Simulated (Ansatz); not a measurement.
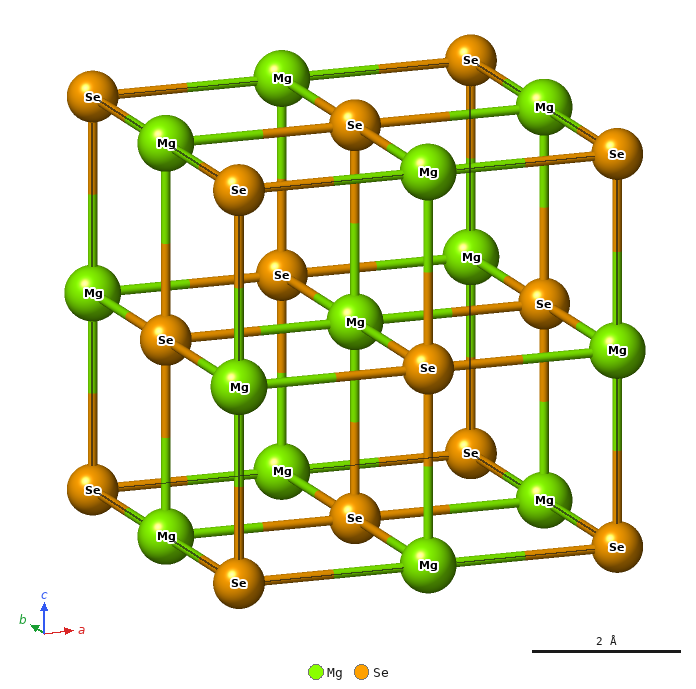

View slightly off an axis, drawn as a ball-and-stick model. The edges of the conventional unit cell are marked. Cell: a = 5.51 Å, b = 5.51 Å, c = 5.51 Å, α = 90.00°, β = 90.00°, γ = 90.00°.

Origin of the cell: a structure type filled with these elements by a generator (whether the compound takes this form wasn't checked). Earlier steps of the study may have refined or changed the cell and positions. It went into a calculation with Ansatz.

> What is this?

Formula: MgSe. The atoms follow space group Fm-3m (No. 225); the Bravais lattice is face-centred cubic. Prototype: rock salt (NaCl type). Cell content 4 Mg, 4 Se; Z = 4. The coordination shell of Mg holds six Se in an octahedral arrangement at about 2.8 Å. Each Se is bonded to six Mg in an octahedral arrangement at about 2.8 Å. The bonds build a three-dimensional framework.

Electronic-structure method: DFT LDA, scalar-relativistic, plane waves, PAW in Ansatz. Parameters: plane-wave cutoff 420 eV, k-points about 0.23 Å⁻¹ apart, Gaussian smearing of 0.02 eV, no spin polarisation.

> Predict the gap.

A semiconductor at this level, with a gap of 1.61 eV, indirect.

> What charge does Bader's analysis assign to each element?

Mg +1.60 e; Se -1.60 e.

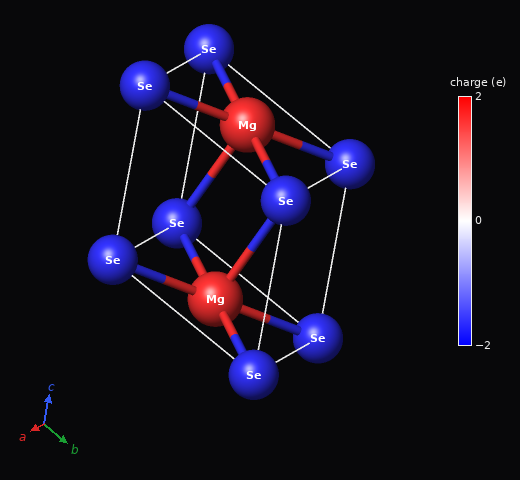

The atoms coloured by those charges. The run's cell of 2 atoms is drawn, so axes and origin can differ from the first picture.

> Can this geometry be taken as optimised?

No. All forces vanish to within 0.01 eV/Å. The pressure is -3.9 GPa, so the cell would contract.
